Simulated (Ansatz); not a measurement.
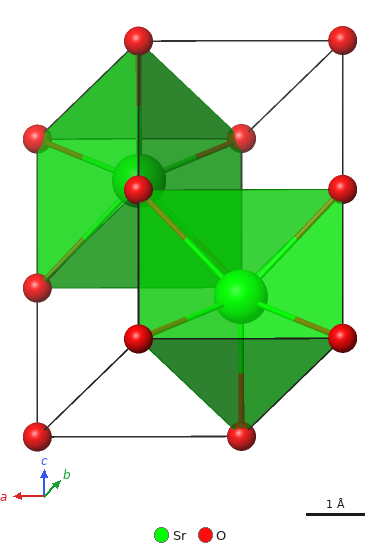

The starting point is solid SrO (built on the database structure type) at its r2SCAN-relaxed geometry. The picture is a polyhedral view of the cell of the calculation, seen from a free direction.

The calculation used DFT, HSE06, plane waves, PAW (Ansatz). (plane-wave cutoff 420 eV; k-point mesh 6 × 6 × 4; occupations fixed; no spin polarisation)

The variant: The cell is strained by +0.7 % along c and −2.5 % across it (volume −4.2 %). The atoms and the free axis were relaxed with r2SCAN under that strain, and this is a single point on that geometry.

Q: Predict the response.

A: Near-neighbour distances before and after: O–Sr 2.570 → 2.537 Å. The space group stays P6_3/mmc (No. 194). It costs 13.8 meV per atom. Pressure: −0.3 GPa before, 3.4 GPa after. The principal stresses (compression positive) are −0.8 GPa along c and 5.5 GPa across it. All forces vanish by symmetry. The band gap: 4.53 eV before, 4.66 eV after.

The changed structure in the same view:

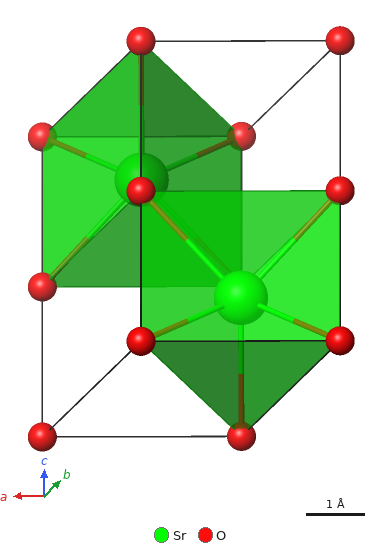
